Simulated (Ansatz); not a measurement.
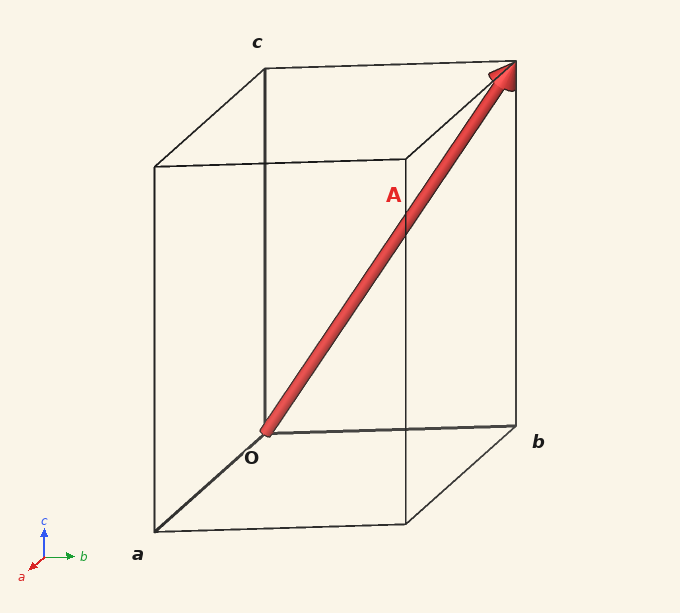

The arrow starts at a corner of the unit cell and ends on its surface; where a tip isn't a corner, dashed lines run from it parallel to the axes. Crystal: Rh, the end point of a relaxation with DFT, revPBE, plane waves (420 eV) with PAW, scalar-relativistic (Ansatz 0.2.0); the starting structure was generated, so it need not be a known form of this composition. The drawing is computed from the coordinates (standard cell, symmetry found to 0.002 Å).

a = 2.738 Å, b = 2.738 Å, c = 4.411 Å, α = 90.00°, β = 90.00°, γ = 120.00°.

> Index the direction.

Arrow A runs from (0, 0, 0) to (0, 1, 1), so [0 1 1], in four indices [−1 2 −1 3].

> How long is the vector ua + vb + wc?

5.192 Å.
